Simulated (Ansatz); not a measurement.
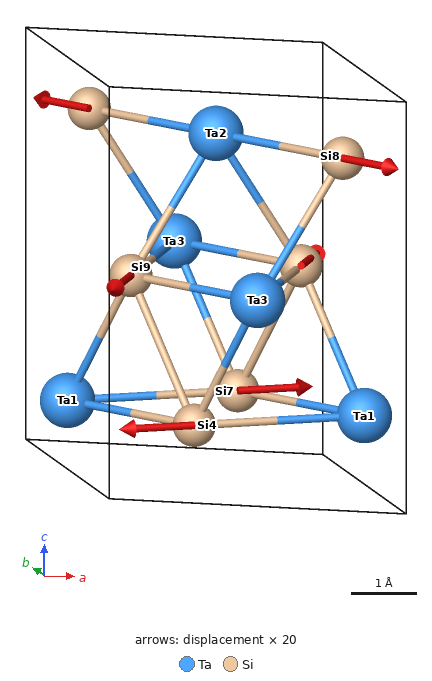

A relaxation of crystalline TaSi$_{2}$ (set up in P6_222). The starting structure is drawn; red arrows show the displacements (the part carried along by the change of the cell is left out), magnified 20 times.

The picture is a ball-and-stick view of the cell of the calculation, seen slightly off an axis.

The run lets cell and atoms move.

These are results of Kohn-Sham DFT of a periodic cell, PBE, Ansatz PAW (Ansatz), not measurements.

The input:
```yaml
crystal:
  lattice:
    - [4.78, 0.0, 0.0]
    - [-2.39, 4.1396014301, 0.0]
    - [0.0, 0.0, 6.564]
  atoms:
    - { symbol: Ta, position: [0.0, 0.5, 0.1666666667] }
    - { symbol: Ta, position: [0.5, 0.5, 0.8333333333] }
    - { symbol: Ta, position: [0.5, 0.0, 0.5] }
    - { symbol: Si, position: [0.3333, 0.16665, 0.1666666667] }
    - { symbol: Si, position: [0.16665, 0.83335, 0.8333333333] }
    - { symbol: Si, position: [0.83335, 0.6667, 0.5] }
    - { symbol: Si, position: [0.6667, 0.83335, 0.1666666667] }
    - { symbol: Si, position: [0.83335, 0.16665, 0.8333333333] }
    - { symbol: Si, position: [0.16665, 0.3333, 0.5] }
hamiltonian:
  xc: pbe
  pseudopotentials: { kind: paw }
kpoints:
  mp_grid: { grid: [7, 7, 4] }
scf:
  occupations: { method: fermi_dirac, width: 0.05 }
output:
  forces: true
  stress: true
  eigenvalues: true
relax:
  f_tol: 0.01
  max_steps: 40
  cell: { stress_tol: 0.05 }
```

Launched with:
```bash
ansatz run input.yaml --threads 4 --pin off --max-ram 11264MiB --backend cpu --events-out ev --progress --plain --runs-dir out
```

Which element moves most?

Answer. Silicon: up to 0.061 Å, against 0.000 Å for tantalum.

Describe the change and its energy.

Answer. The energy falls by 18.7 meV per atom in 3 accepted moves (4 points after the start). Largest force component: 0.79 eV/Å at the start, 0.00028 eV/Å at the end. The pressure goes from 3.50 to 0.02 GPa. The SCF was repeated once at an unchanged geometry on a basis and grid sized afresh for the cell, which shifted the energy by 0.1 meV per atom at most. The largest moves relative to the cell, 0.061 Å, are those of Si atoms. Ta stays in place. The drawn cell changes as follows: a = b 4.780 → 4.800 Å (+0.4 %), c 6.564 → 6.608 Å (+0.7 %); the volume changes by +1.5 %. Some distances before and after: Si–Si 2.759 → 2.649 Å, Si–Ta 2.760 → 2.833 Å, Si–Ta 2.587 → 2.619 Å, Si–Ta 2.760 → 2.741 Å. The space group stays P6_222 (No. 180). Cost: 20 s on 4 threads of Arm Neoverse V1 (shared host), peak memory 0.48 GiB.
